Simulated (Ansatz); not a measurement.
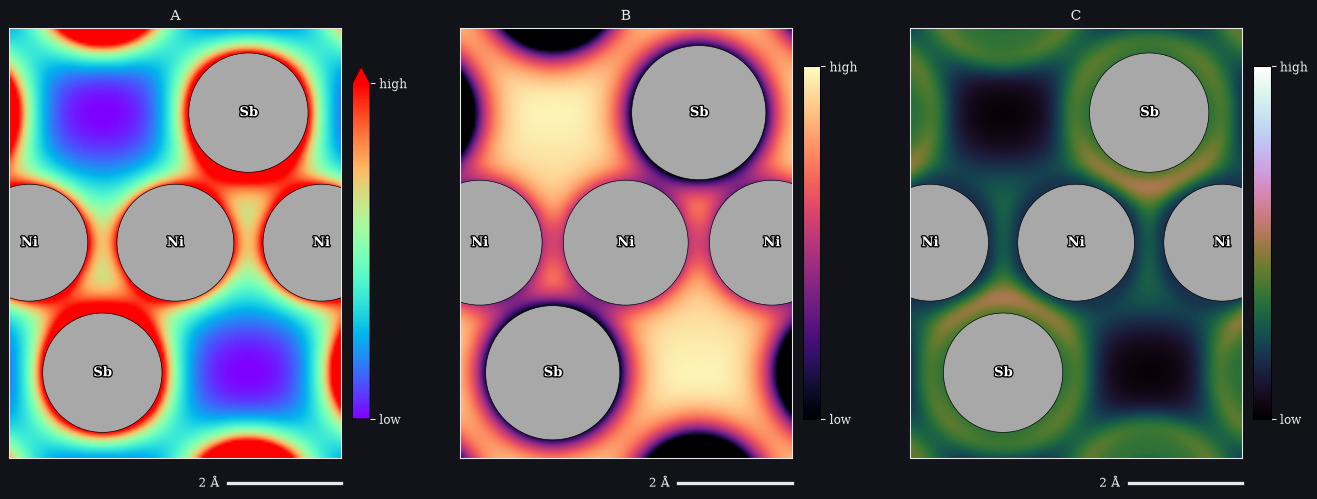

NiSb: 3 fields on the (110) plane of the conventional cell, with unlabelled colour scales. Grey discs cover the atomic cores.

Space group P6₃/mmc; computed without spin polarisation.

Theory: Ansatz 0.2.0, DFT PBE, scalar-relativistic, plane waves, PAW.

**The panels show electron localisation function, electrostatic potential energy of an electron and valence pseudo-density in some order. Assign them.**

Panel A: valence pseudo-density. Panel B: electrostatic potential energy of an electron (low next to the atoms, rising into the space between them). Panel C: electron localisation function. From the grid: Ni–Ni (2.58 Å): ρ at the midpoint is about 0.28 e/Å³; the ELF is about 0.25 at the midpoint (no shared electron pair shows on this line). Ni–Sb (2.63 Å): the density is about 0.36 e/Å³ at the midpoint; the ELF is about 0.45 at the midpoint.
